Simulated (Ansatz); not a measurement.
## Rh(110) / 3 layers Pt(110) / Rh(110): resistance against film thickness

How does the resistance across the layers grow with the film in Rh(110) / 3 layers Pt(110) / Rh(110)?

Calculated with Ansatz 0.2.0; Ansatz plane-wave DFT, PBEsol, PAW files; ballistic transport by layer matching (Landauer), zero bias; PAW set soft_1, in the first sound run; inputs show where later runs differ.

## 1. The starting structure

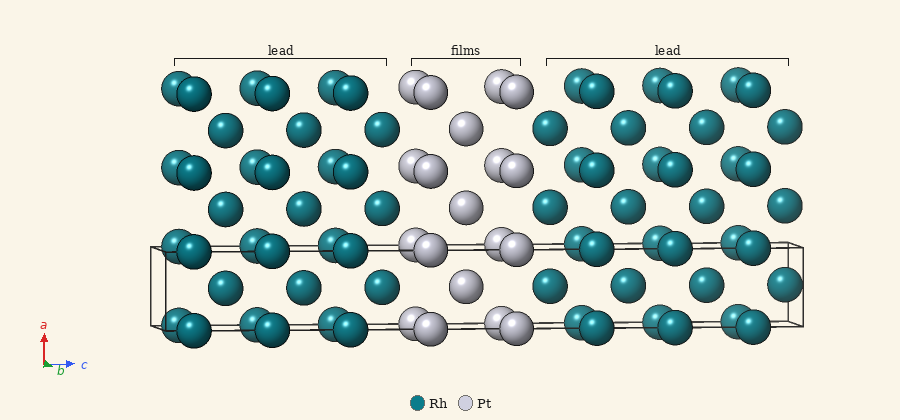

The starting structure, seen from the side, with the c axis across the page (rhodium blue, platinum light grey). 3×1×1 cells are drawn. Some periodic images of atoms are drawn too.

The cell holds 16 atoms: 13 Rh and 3 Pt. Cell: a = 2.689 Å, b = 3.803 Å, c = 21.903 Å, α = 90.0°, β = 90.0°, γ = 90.0°. It derives from Rh and Pt. Regions: lead, 13 atoms (13 Rh); films, 3 atoms (3 Pt). The structure is stacked along c, and the current runs across the ab planes.

## 2. With 3 layers

The film is laid into the lead at the lead's in-plane lattice, and the cell closes on the lead's own image. The mesh across the current, 28×20, is finer than the density's, because channels open and close sharply across the zone. Energies from -1 to 1 eV in steps of 0.036 eV cover the slope of the Fermi function at 300 K, so the program can form a conductance.

input.yaml reads:

```yaml
crystal:
  lattice:
    - [2.6891977995, 0.0, 0.0]
    - [0.0, 3.8031, 0.0]
    - [0.0, 0.0, 21.9031947015]
  atoms:
    - { symbol: Rh, position: [0.0, 0.0, 0.0306941275] }
    - { symbol: Rh, position: [0.5, 0.5, 0.0920823824] }
    - { symbol: Rh, position: [0.0, 0.0, 0.1534706373] }
    - { symbol: Rh, position: [0.5, 0.5, 0.2148588922] }
    - { symbol: Rh, position: [0.0, 0.0, 0.2762471471] }
    - { symbol: Rh, position: [0.5, 0.5, 0.337635402] }
    - { symbol: Pt, position: [0.0, 0.0, 0.4019883105] }
    - { symbol: Pt, position: [0.5, 0.5, 0.4693058725] }
    - { symbol: Pt, position: [0.0, 0.0, 0.5366234346] }
    - { symbol: Rh, position: [0.5, 0.5, 0.6009763431] }
    - { symbol: Rh, position: [0.0, 0.0, 0.662364598] }
    - { symbol: Rh, position: [0.5, 0.5, 0.7237528529] }
    - { symbol: Rh, position: [0.0, 0.0, 0.7851411078] }
    - { symbol: Rh, position: [0.5, 0.5, 0.8465293627] }
    - { symbol: Rh, position: [0.0, 0.0, 0.9079176176] }
    - { symbol: Rh, position: [0.5, 0.5, 0.9693058725] }
kpoints:
  mp_grid: { grid: [14, 10, 2] }
hamiltonian:
  xc: pbesol
  pseudopotentials: { kind: paw, azcp: { folder: soft_1 }, xc_functional: pbe }
scf:
  occupations: { method: fermi_dirac, width: 0.1 }
output:
  transmission: { leads: [[0, 1]], kmesh: [28, 20], e_range: [-1.0, 1.0], de: 0.036 }
  write_potential: true
  write_density: true
  volumetric_format: npy
  elf: true
```

Run with:

```
$ ansatz run input.yaml --threads 4 --pin off --max-ram 8192MiB --backend cpu --events-out ev --progress --plain --runs-dir out
```

Numbers of over 12 decimals in the logs are rounded to 6 here.

Log:

```text
Engine: ansatz 0.2.0, x86_64-unknown-linux-gnu
Pseudopotentials: kind: paw
Pseudopotential: Rh, paw, valence charge 17, recommended cutoff 420 eV (normal), soft_1/Rh.paw.azcp
Pseudopotential: Pt, paw, valence charge 18, recommended cutoff 420 eV (normal), soft_1/Pt.paw.azcp
Functional definition: PBEsol
  exchange = pbesol_x
  correlation = pbesol_c
Crystal: 16 atoms, lattice volume = 224.010 Å³
Basis set: ecut = 420 eV, 4409 PW (Γ)
Bands: 165, of which v1, the nominal top of the filled ones, is band 138 counted from 1 (137 counted from 0)
Symmetry: 8 space group operations
Space group: Pmmm (ITA 47), of the structure as read, at distance tolerance 6.1e-5 Å
k-points: 96 of 280
Non-local potential: Rh, projectors of the file, l = 0: 3, l = 1: 2, l = 2: 2, l = 3: 1
Non-local potential: Pt, projectors of the file, l = 0: 3, l = 1: 2, l = 2: 2, l = 3: 1
PAW form: soft (Blöchl's): semilocal exchange-correlation on the pseudo side does not see the compensation charge
PAW frozen core: Rh, regenerated for the run's functional, and the local potential with it (the file was generated under x = pbe(κ = 0.804, μ = 0.219515), c = pbe(β = 0.066725))
PAW frozen core: Pt, regenerated for the run's functional, and the local potential with it (the file was generated under x = pbe(κ = 0.804, μ = 0.219515), c = pbe(β = 0.066725))
PAW one-centre angular grid: Rh, 590 points (default); XC on 64 Gauss nodes
PAW one-centre angular grid: Pt, 590 points (default); XC on 64 Gauss nodes
Initial density: superposition of atomic densities (chi_scale 0.1, normalization cell)
Initial wavefunctions: pseudopotential atomic-orbital guess
Functional: x = pbesol(κ = 0.804, μ = 0.123457), c = pbesol(β = 0.046)
SCF iter   1: F=—  HF=-119571.682493 eV  |F-HF|=—  |Δ(HF+E_count)|=         —  Δρ=1.26e-1  dr2=2.77e2  ethr=3.10e-3  ⟨swp⟩=4.7  Hψ=46495  notcnv=0  defer=210
preconditioner: auto → Kerker (q_TF=auto, 2.823 Å⁻¹)  [metal: Δε(μ)=0.003 eV  Ē_g=6.888 eV  σ=0.100 eV  W_gap=0.01  n_scr=70 (ndim 8)  ℏωp=30.1 eV  f_vac=0.000  D(μ)=20.33/eV (n_scr^D=246)]
SCF iter   2: F=—  HF=-119563.447344 eV  |F-HF|=—  |Δ(HF+E_count)|=    8.24e0  Δρ=6.36e-2  dr2=1.16e2  ethr=3.10e-3  ⟨swp⟩=2.0  Hψ=27131  notcnv=0  defer=600
SCF iter   3: F=—  HF=-119560.891729 eV  |F-HF|=—  |Δ(HF+E_count)|=    2.56e0  Δρ=1.05e-2  dr2=2.79e0  ethr=3.10e-3  ⟨swp⟩=2.2  Hψ=24509  notcnv=0  defer=600
SCF iter   4: F=—  HF=-119560.797290 eV  |F-HF|=—  |Δ(HF+E_count)|=   9.44e-2  Δρ=3.61e-3  dr2=1.67e0  ethr=1.01e-3  ⟨swp⟩=2.0  Hψ=18696  notcnv=0  defer=608
SCF iter   5: F=—  HF=-119560.779650 eV  |F-HF|=—  |Δ(HF+E_count)|=   1.76e-2  Δρ=1.66e-3  dr2=6.20e-2  ethr=6.08e-4  ⟨swp⟩=1.0  Hψ=15192  notcnv=0  defer=608
SCF iter   6: F=—  HF=-119560.778343 eV  |F-HF|=—  |Δ(HF+E_count)|=   1.31e-3  Δρ=3.35e-4  dr2=1.06e-3  ethr=2.25e-5  ⟨swp⟩=1.0  Hψ=15230  notcnv=0  defer=609
SCF iter   7: F=—  HF=-119560.778329 eV  |F-HF|=—  |Δ(HF+E_count)|=   1.37e-5  Δρ=1.17e-4  dr2=4.19e-5  ethr=3.87e-7  ⟨swp⟩=1.9  Hψ=16500  notcnv=0  defer=609
SCF iter   8: F=—  HF=-119560.777786 eV  |F-HF|=—  |Δ(HF+E_count)|=   5.43e-4  Δρ=2.86e-5  dr2=1.21e-5  ethr=1.52e-8  ⟨swp⟩=2.0  Hψ=19470  notcnv=0  defer=614
SCF iter   9: F=—  HF=-119560.777786 eV  |F-HF|=—  |Δ(HF+E_count)|=   1.54e-7  Δρ=7.39e-6  dr2=1.20e-7  ethr=4.41e-9  ⟨swp⟩=1.0  Hψ=15193  notcnv=0  defer=614
SCF iter  10: F=-119560.777786 eV  HF=-119560.777786 eV  |F-HF|=4.10e-8  |Δ(HF+E_count)|=   2.24e-8  Δρ=2.04e-6  dr2=4.38e-8  ethr=3.64e-11  ⟨swp⟩=8.5  Hψ=40599  notcnv=0
SCF 1 converged in 10 iterations: F = -119560.777786 eV  dr2 = 4.38e-8
  greatest PAW one-centre occupation: 1.000 electrons in one spin orbital (limit 2), on the Pt atom at site 8 (counted from 0), in its partial waves of l = 0
transmission: 710 of 7095 steps passed
transmission: 1419 of 7095 steps passed
[...]
transmission: 7095 of 7095 steps passed
SCF converged after 10 iterations
Free energy (F): -119560.777786 eV
Harris-Foulkes:  -119560.777786 eV  (|F-HF|=4.10e-8)
Internal energy: -119560.043979 eV  (E = F + TS)
E sigma→0 (E₀):  -119560.410882 eV
Entropy (-TS):   -0.733807 eV (-45.863 meV/atom)
Fermi energy:    22.468234 eV
--- Per-component energies (eV) ---
  E_band       = -1529.675279
  E_kinetic    = 8771.937082
  E_local      = -23491.224162  (includes V_loc(G=0)·N_el)
  E_nonlocal   = 4523.128488
  E_hartree    = 8744.442507
  E_xc         = -3302.003371
  E_vxc        = -4098.399557  (∫ρ·V_xc dr)
  E_paw        = -74059.282261  (= ΣΔE_a)
  E_vpaw       = -4724.000348  (= ΣTr[D̂ρ^β])
  E_aug_tail   = 0.004704  (compensation charges beyond the density's cutoff)
  E_ewald      = -40751.498668
  E_core_change = 4.451700  (= ΣΔE_core)
  E_smearing   = -0.733807  (= −TS)
  E_closure    = 0.000000  (closes the sum)
  Σ components = -119560.777786   (vs F -119560.777786, Δ=0.00e0)
--- Band table (eV; the first three rows and the last of 96) ---
  k-point 0: bands = [... 134 lower, 21.8196, 21.8368, 21.9343, 21.9983, 22.0164, 22.0613, 22.4563, 22.6315, ... 23 higher]
  k-point 1: bands = [... 134 lower, 21.6440, 21.6689, 22.0635, 22.2276, 22.3066, 22.3279, 22.3422, 22.4503, ... 23 higher]
  k-point 2: bands = [... 134 lower, 21.7329, 21.7528, 21.7781, 21.7890, 22.2208, 22.2604, 22.3322, 22.4483, ... 23 higher]
  k-point 95: bands = [... 134 lower, 22.9000, 22.9134, 22.9795, 22.9994, 23.0316, 23.0353, 23.1296, 23.1874, ... 23 higher]
--- Transmission ---
  basis      : 89 plane waves across, 43 finite elements along
  points     : 165, standing for a mesh of 28 x 20
  filling    : by the input's occupations and mesh, since the crystals that have channels conduct as metals do. If one of these is a semiconductor, that mesh has misplaced its level
  energies   : 56 from -1.000000 to 0.980000 eV about the Fermi level, 0.036000 eV apart; the leads are filled to 0.000000 eV, and channels, transmission and decay are at 0.008000 eV
  crystal 0  : Rh2, at the sites [0, 1], period 2.6892 Å, over 17.48 Å; its Hamiltonian steps by up to 5.6 meV
    offset         : up to 0.0000 Å between an atom of the period and one for which it stands
    filled         : 9.6 meV under the level at which it is neutral
    channels       : 3.042857e0 a spin
    conductance    : 2.2942e15 S/m² at 300 K; may be off by some 0.0 % by where its bands' edges are placed, 3.5 % from the k-mesh, 0.3 % from the distance to neutral
    slowest decay  : 0.0255 /Å at (0.4286, 0.4500)
  junction   : crystal 0 to crystal 0, 0.00 to 19.21 Å
    transmission   : 2.048726e0 a spin
    conductance    : 1.5589e15 S/m² at 300 K (1.5572e15 on every other point, 1.5545e15 on every other energy)
    error estimate : 0.3 % from the energy spacing and 0.0 % from band edges of the leads and from resonances (wavevectors taken as independent; lower de), 2.9 % from the k-mesh, 1.7 % from the steps of its leads' Hamiltonians or their offsets (lay more layers), 0.1 % from the distance to neutral
    resistance     : 2.0565e-4 Ω µm² beyond half of each lead's own
```

Wall time 11 min (4 threads of Intel Xeon Platinum 8375C at 2.90GHz (Ice Lake), shared host); peak memory 2.6 GiB; 38 min of CPU time.

The column dr2 measures how far the density is from self-consistency, as an energy; F and HF (Harris–Foulkes) agree once it is small.

This step gave:

* free energy: -119560.7778 eV
* energy at zero smearing: -119560.4109 eV
* Fermi energy: 22.47 eV
* cell area: 10.23 Å²
* step of the lead's potential: 5.6 meV
* ballistic conductance of the lead: 2.29e15 S/m²
* estimated errors of the lead's conductance: 0, 3.5, 0.3 % (band edges, k-mesh, distance from neutral)
* lead conductance per cell: 3.028 G₀
* conductance of the junction: 1.56e15 S/m²
* junction conductance per cell: 2.058 G₀
* estimated errors of the junction's conductance: 0.3, 0, 2.9, 1.7, 0.1 % (energy step, band edges, k-mesh, leads' steps, distance from neutral)
* area resistance that the stack adds (contact term taken off, spin by spin): 0.2056 fΩ m²

Per spin. Table of transmission, zone mean by energy, zero at the Fermi level:

| energy (eV) | transmission, zone mean |
| --- | --- |
| -1.000 | 1.98 |
| -0.784 | 2.07 |
| -0.604 | 2.08 |
| -0.568 | 2.09 |
| -0.388 | 2.07 |
| -0.208 | 2.05 |
| 0.008 | 2.05 |
| 0.188 | 2.05 |
| 0.404 | 1.77 |
| 0.584 | 1.40 |
| 0.800 | 1.07 |

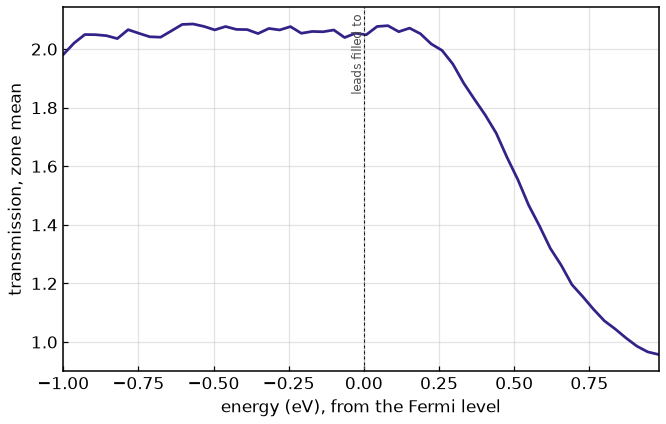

Transmission, zone mean against energy.

Per spin. Open channels, zone mean, lead against energy, zero at the Fermi level:

| energy (eV) | open channels, zone mean, lead |
| --- | --- |
| -1.000 | 3 |
| -0.892 | 2.91 |
| -0.784 | 2.90 |
| -0.640 | 2.82 |
| -0.532 | 2.9 |
| -0.424 | 2.85 |
| -0.316 | 2.9 |
| -0.172 | 2.92 |
| -0.064 | 2.94 |
| 0.008 | 3.04 |
| 0.044 | 3.10 |
| 0.152 | 3.20 |
| 0.296 | 3.25 |
| 0.404 | 3.41 |
| 0.512 | 3.11 |
| 0.620 | 2.47 |
| 0.764 | 1.79 |
| 0.872 | 1.46 |
| 0.980 | 1.19 |

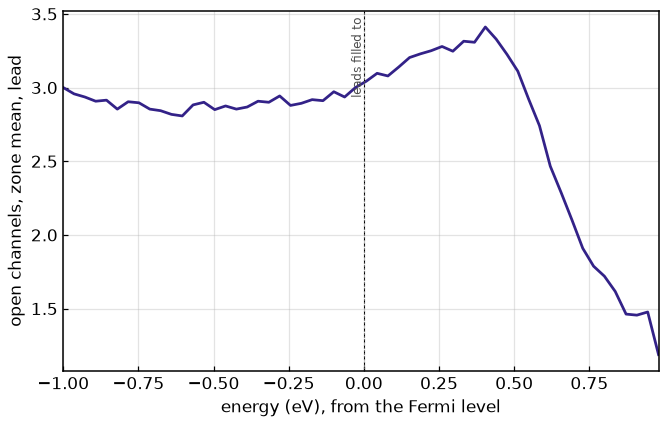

Open channels, zone mean, lead against energy.

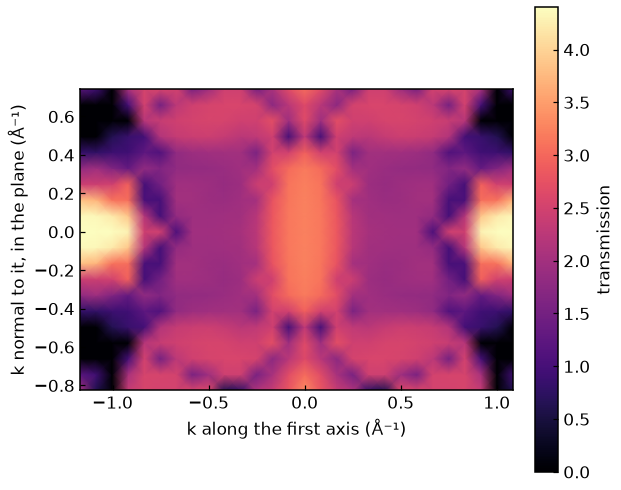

Transmission over k1 and k2. At 0.0080 eV from the Fermi level.

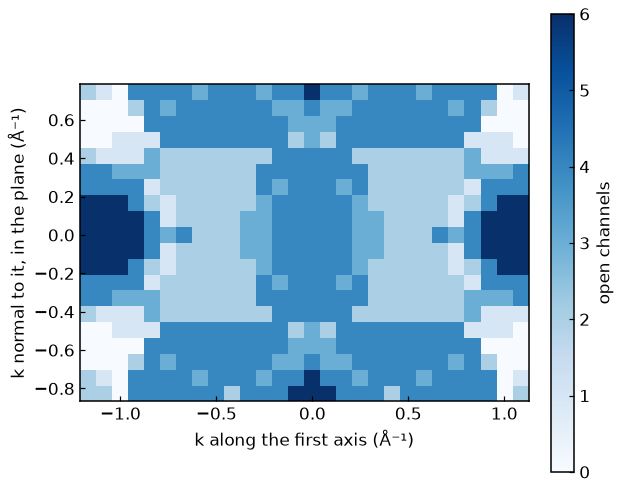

Open channels over k1 and k2. At 0.0080 eV from the Fermi level.

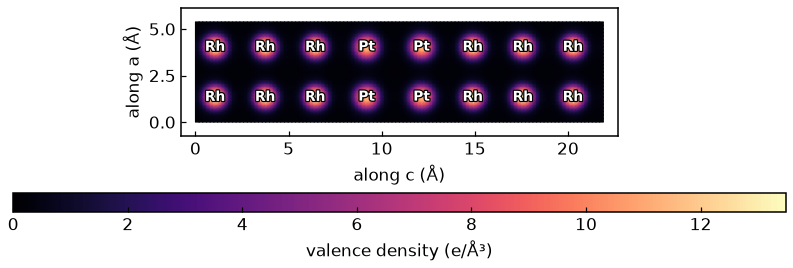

Valence density in the ca plane at fractional y = 0.000, with atoms of Rh and Pt within 0.2 Å of it. It is the smooth field of the valence electrons, not physical close to the nuclei. The map starts off the cell's origin, so that atoms lie inside it.

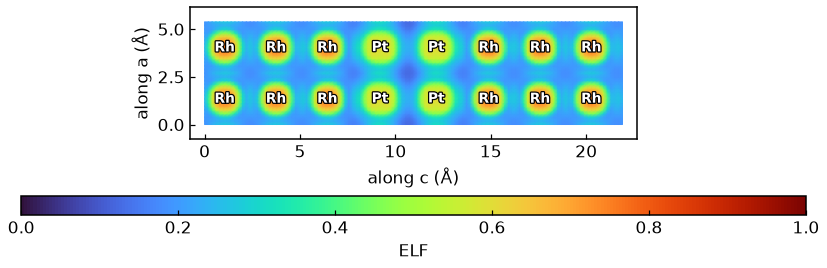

ELF in the ca plane at fractional y = 0.000, with atoms of Rh and Pt within 0.2 Å of it. It is the smooth field of the valence electrons, not physical close to the nuclei. The map starts off the cell's origin, so that atoms lie inside it.

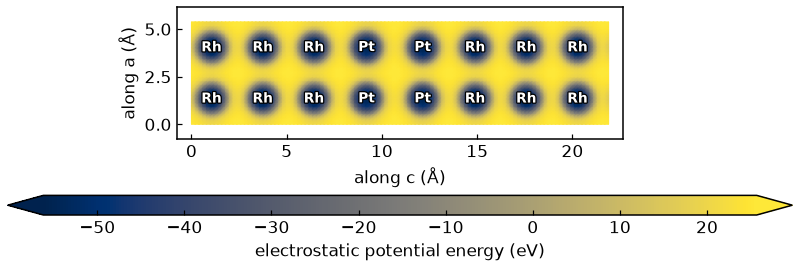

Electrostatic potential energy in the ca plane at fractional y = 0.000, with atoms of Rh and Pt within 0.2 Å of it. With pseudopotentials it is smooth inside the atoms' cores, unlike the true potential. The map starts off the cell's origin, so that atoms lie inside it.

The lead's potential steps by 5.6 meV from period to period, small in itself. The program estimates the junction's conductance to 2.9 % from the k-mesh, 0.1 % from the leads' distance from neutral and 1.7 % from their steps.

By hand: 1/G − 1/G_lead = 1/1.559 − 1/2.294 = 0.206 fΩ m² with G in 10¹⁵ S/m².

## 3. With 5 layers, k-mesh 14×10×1, film layers 5

The stack now holds 5 film layers; the k-mesh follows the cell, and the energies span -0.27 to 0.27 eV.

System of this step: Rh(110) / 5 layers Pt(110) / Rh(110). The cell holds 18 atoms: 13 Rh and 5 Pt. Its edges and angles: a = 2.689 Å, b = 3.803 Å, c = 24.852 Å, α = 90.0°, β = 90.0°, γ = 90.0°. It derives from Rh and Pt. Regions: lead, 13 atoms (13 Rh); films, 5 atoms (5 Pt). The structure is stacked along c, and the current runs across the ab planes.

input.yaml reads:

```yaml
crystal:
  lattice:
    - [2.6891977995, 0.0, 0.0]
    - [0.0, 3.8031, 0.0]
    - [0.0, 0.0, 24.8521340379]
  atoms:
    - { symbol: Rh, position: [0.0, 0.0, 0.0270519807] }
    - { symbol: Rh, position: [0.5, 0.5, 0.081155942] }
    - { symbol: Rh, position: [0.0, 0.0, 0.1352599034] }
    - { symbol: Rh, position: [0.5, 0.5, 0.1893638648] }
    - { symbol: Rh, position: [0.0, 0.0, 0.2434678261] }
    - { symbol: Rh, position: [0.5, 0.5, 0.2975717875] }
    - { symbol: Pt, position: [0.0, 0.0, 0.3542886184] }
    - { symbol: Pt, position: [0.5, 0.5, 0.4136183189] }
    - { symbol: Pt, position: [0.0, 0.0, 0.4729480193] }
    - { symbol: Pt, position: [0.5, 0.5, 0.5322777198] }
    - { symbol: Pt, position: [0.0, 0.0, 0.5916074202] }
    - { symbol: Rh, position: [0.5, 0.5, 0.6483242511] }
    - { symbol: Rh, position: [0.0, 0.0, 0.7024282125] }
    - { symbol: Rh, position: [0.5, 0.5, 0.7565321739] }
    - { symbol: Rh, position: [0.0, 0.0, 0.8106361352] }
    - { symbol: Rh, position: [0.5, 0.5, 0.8647400966] }
    - { symbol: Rh, position: [0.0, 0.0, 0.918844058] }
    - { symbol: Rh, position: [0.5, 0.5, 0.9729480193] }
kpoints:
  mp_grid: { grid: [14, 10, 1] }
hamiltonian:
  xc: pbesol
  pseudopotentials: { kind: paw, azcp: { folder: soft_1 }, xc_functional: pbe }
scf:
  occupations: { method: fermi_dirac, width: 0.1 }
output:
  transmission:
    leads: [[0, 1]]
    kmesh: [28, 20]
    e_range: [-0.27, 0.27]
    de: 0.036
  write_potential: true
  write_density: true
  volumetric_format: npy
```

Log:

```text
[...]
Crystal: 18 atoms, lattice volume = 254.170 Å³
Basis set: ecut = 420 eV, 4983 PW (Γ)
Bands: 187, of which v1, the nominal top of the filled ones, is band 156 counted from 1 (155 counted from 0)
Symmetry: 8 space group operations
[...]
k-points: 48 of 140
[...]
--- Transmission ---
  basis      : 89 plane waves across, 51 finite elements along
  points     : 165, standing for a mesh of 28 x 20
[...]
filled         : 17.7 meV under the level at which it is neutral
    channels       : 3.071429e0 a spin
[...]
slowest decay  : 0.0258 /Å at (0.4286, 0.4500)
  junction   : crystal 0 to crystal 0, -0.00 to 22.16 Å
    transmission   : 1.863409e0 a spin
[...]
resistance     : 2.7181e-4 Ω µm² beyond half of each lead's own
[key lines of the parts left out:]
SCF converged after 10 iterations
Free energy (F): -144331.589725 eV
Fermi energy:    22.548152 eV
```

The job ended after 5.5 min (4 threads; peak memory 2.2 GiB).

Numbers from this step:

| Quantity | Value |
| --- | --- |
| free energy | -144331.5897 eV |
| energy at zero smearing | -144331.1703 eV |
| Fermi energy | 22.55 eV |
| step of the lead's potential | 8 meV |
| estimated errors of the lead's conductance | 0, 3.5, 0.6 % (band edges, k-mesh, distance from neutral) |
| lead conductance per cell | 3.020 G₀ |
| conductance of the junction | 1.41e15 S/m² |
| junction conductance per cell | 1.862 G₀ |
| estimated errors of the junction's conductance | 0.2, 0.7, 3.2, 2.6, 0.2 % (energy step, band edges, k-mesh, leads' steps, distance from neutral) |
| area resistance that the stack adds (contact term taken off, spin by spin) | 0.2718 fΩ m² |

Per spin. Transmission, zone mean against energy, zero at the Fermi level:

| energy (eV) | transmission, zone mean |
| --- | --- |
| -0.270 | 1.91 |
| -0.234 | 1.89 |
| -0.198 | 1.88 |
| -0.162 | 1.89 |
| -0.126 | 1.87 |
| -0.090 | 1.89 |
| -0.054 | 1.88 |
| -0.018 | 1.86 |
| 0.018 | 1.86 |
| 0.054 | 1.86 |
| 0.090 | 1.83 |
| 0.126 | 1.80 |
| 0.162 | 1.79 |
| 0.198 | 1.78 |
| 0.234 | 1.73 |
| 0.270 | 1.67 |

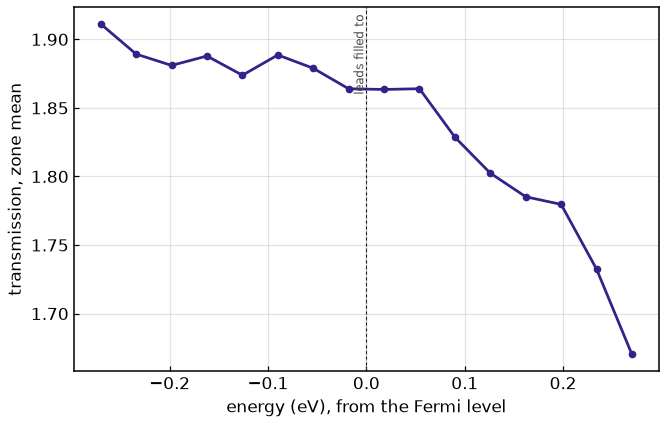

Transmission, zone mean, plotted against energy.

The conductance of the junction is 1.4e15 S/m², 9.5 % under the 1.6e15 S/m² of the last finished run.

(Part 1 of 3 ends here.)

[Logs are printed without paths, hosts, clocks, repeated set-up lines and the standing remarks that a program may print on its own settings, such as how far it seeks lower states.]

[Hosts, paths, dates, database ids (printed as entryN), source tags and the programs' standing remarks are cut or masked in the printed files.]
